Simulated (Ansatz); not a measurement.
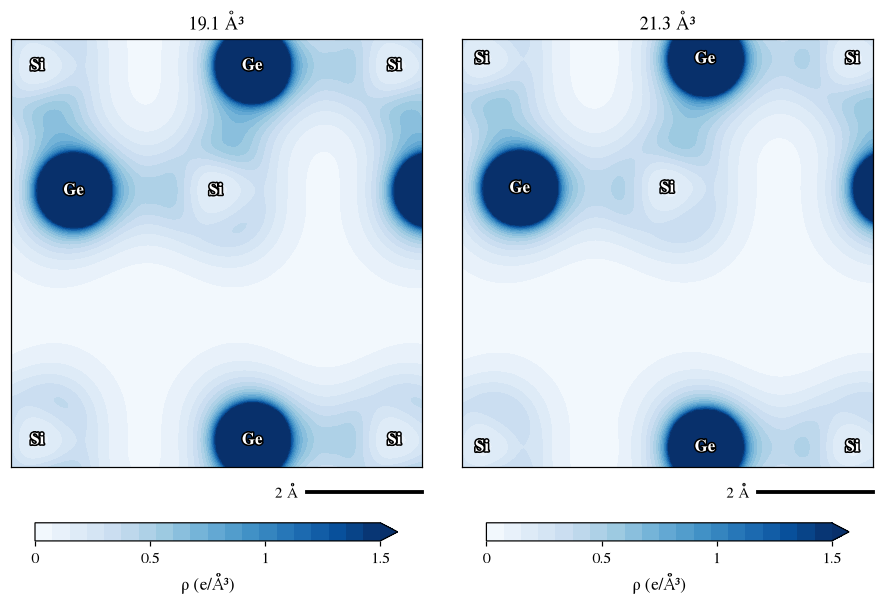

SiGe. The valence charge density (pseudo) of cells scaled evenly to different volumes (given per atom above each panel), on the (110) plane of each (indices in the axes of the cell below), at one length scale and on one colour scale.

A structure from a database of computed crystals, not necessarily the ambient phase; volume per atom at fixed shape 21.2830); PAW files of the earlier set (soft_1).

All numbers below come from Ansatz, DFT LDA, scalar-relativistic, plane waves, PAW.

The largest cell:

```
Si Ge
1.0
     3.90359    0.00000    0.00000
    -1.95180    3.38061    0.00000
     0.00000    0.00000    6.45110
Si Ge
2 2
Direct
  0.66667 0.33333 0.87450
  0.33333 0.66667 0.37450
  0.66667 0.33333 0.47704
  0.33333 0.66667 0.97704
```

| volume (Å³/atom) | Si–Ge contact in the plane (Å) | ρ at its midpoint (e/Å³) | pressure (GPa) | 
| --- | --- | --- | --- |
| 19.07 | 2.265 | 0.648 | 9.5 | 
| 20.73 | 2.328 | ? | ? | 
| 21.28 | 2.349 | 0.574 | −1.3 | 

> Estimate the missing row, and compare with the calculation.

Over the known rows ln ρ falls by 1.44 per Å of Si–Ge distance (the line through the two), which gives 0.592 e/Å³ at 2.328 Å; the calculation gives 0.591 e/Å³. For the pressure, a straight line in volume between the neighbouring rows gives 1.4 GPa; the calculation gives 0.8, lower because pressure rises ever faster on compression.
